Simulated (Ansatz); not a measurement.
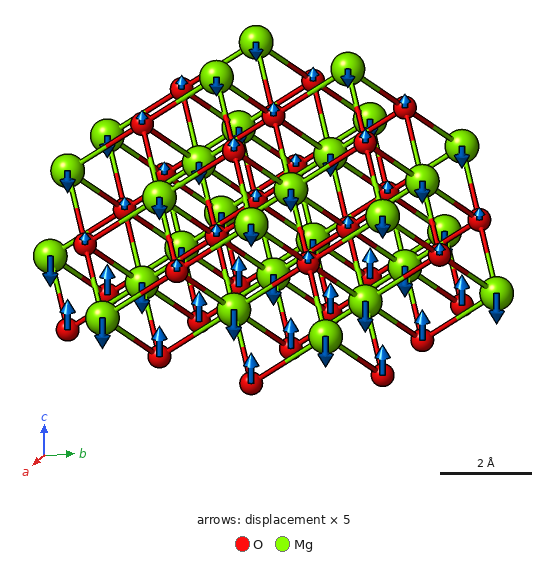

A relaxation of a slab of composition MgO (cut from the Fm-3m phase). The starting structure is drawn; blue arrows show the displacements, 5 times their true length.

Style: ball-and-stick. Shown: the atoms within 5.8 Å of the atom that moves most (axes of the 3 × 2 repeat of the cell, outlined in the plane, without the vacuum), slightly off an axis.

Case: (1 1 1) slab, atoms relaxed. The slab is the (1 1 1) face of MgO.

These are results of DFT r2SCAN, scalar-relativistic, plane waves, PAW (Ansatz), not measurements. (plane-wave cutoff 500 eV; k-point mesh 9 × 9 × 1; occupations gaussian; smearing width 0.05 eV; no spin polarisation; dipole correction; atoms relaxed in a fixed cell; force threshold 0.02 eV/Å; at most 60 steps)

Q: Describe the change and its energy.

A: After 6 geometry steps the energy has fallen by 0.389 eV per cell of the calculation. Largest force component: 1.4 eV/Å at the start, 0.013 eV/Å at the end. The largest moves relative to the layer's centre, 0.15 Å, are those of O and Mg atoms. Largest moves by element: Mg 0.15 Å, O 0.14 Å. The cell stays as it was. Near-neighbour distances that change, for instance: Mg–O 2.102 → 1.950 Å, Mg–O 2.102 → 2.227 Å, Mg–O 2.102 → 2.206 Å, Mg–O 2.102 → 2.011 Å. Among the angles between lasting bonds that change: O–Mg–O 180.0° → 168.7°, Mg–O–Mg 90.0° → 99.4°, O–Mg–O 90.0° → 99.4°. The run may lie on a higher electronic state than the lowest, so the end point isn't shown to be the ground-state structure. The run took about 8 core-minutes on a shared host.
